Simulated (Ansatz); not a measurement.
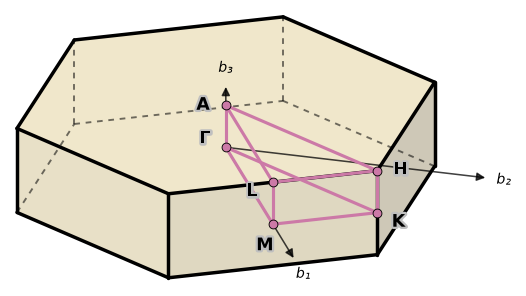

For Mo, the input geometry of an electronic-structure calculation (not necessarily at equilibrium); the starting structure was generated, so it need not be a known form of this composition: the first Brillouin zone and its special points. Geometry calculated from the standardised cell; symmetry tolerance 0.002 Å.

Space group No. 194, P6_3/mmc; a = 2.785 Å, b = 2.785 Å, c = 9.715 Å, α = 90.00°, β = 90.00°, γ = 120.00°.

Labels and path follow the convention of Hinuma et al. (2017), as computed by seekpath; the arrows show the directions of the reciprocal primitive vectors b₁, b₂, b₃, in which coordinates are given; lengths include the factor 2π.

> List the special points with their coordinates and distances from Γ.

```
point   k₁   k₂   k₃  length of k (1/Å)
    Γ    0    0    0              0.000
    A    0    0  1/2              0.323
    K  1/3  1/3    0              1.504
    H  1/3  1/3  1/2              1.538
    M  1/2    0    0              1.302
    L  1/2    0  1/2              1.342
```

> What is the zone's volume?

(2π)³ over the primitive cell's volume of 65.27 Å³: 3.8 Å⁻³.
